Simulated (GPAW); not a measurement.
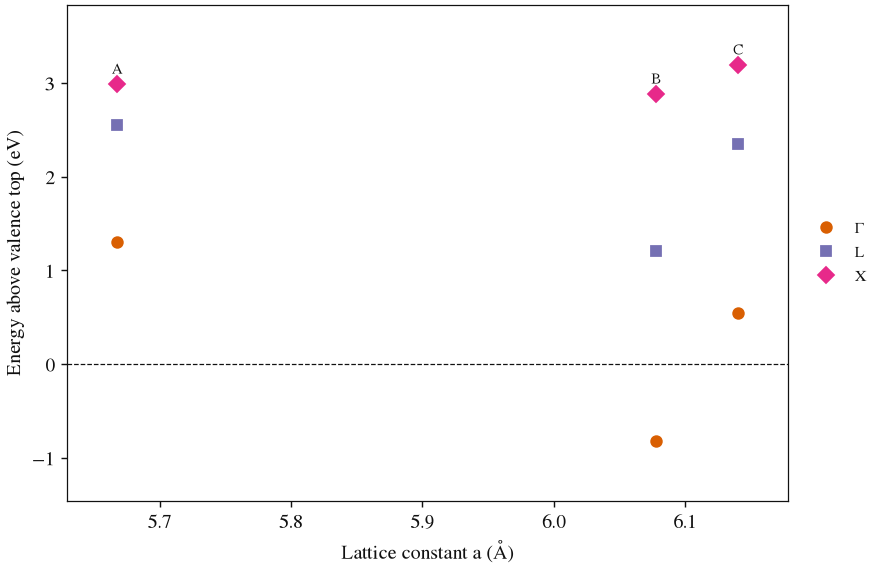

Lowest conduction level at each named k point, counted from the valence-band top at Γ, for three zincblende crystals against the lattice constant, each in its database cell. A negative value at Γ means that the s-like level, then filled, lies under the p-like triplet: the bands are inverted and there is no gap. All by GPAW with PBE, without spin-orbit coupling, no moments; potentials: GPAW PAW data sets (gpaw-data 1.2.1).

> Which letter is which compound? They are HgSe, ZnSe and CdSe.

A is ZnSe; B is HgSe; C is CdSe.

> How does the value at Γ change from Zn to Hg?

ZnSe 1.30, CdSe 0.54 and HgSe −0.82 eV: it falls at each step to the heavier element.

| compound | a (Å) | k mesh | Γ (eV) | L (eV) | X (eV) |
| --- | --- | --- | --- | --- | --- |
| ZnSe | 5.668 | 8×8×8 | 1.30 | 2.55 | 2.99 |
| HgSe | 6.078 | 8×8×8 | −0.82 | 1.21 | 2.88 |
| CdSe | 6.141 | 8×8×8 | 0.54 | 2.35 | 3.19 |

Spin-orbit coupling is left out, which matters for Hg and Se. LDA, GGA and most meta-GGA functionals understate gaps. The usual form of CdSe is wurtzite, though both occur. The cells are as the databases list them, so they lie at different pressures for this functional.
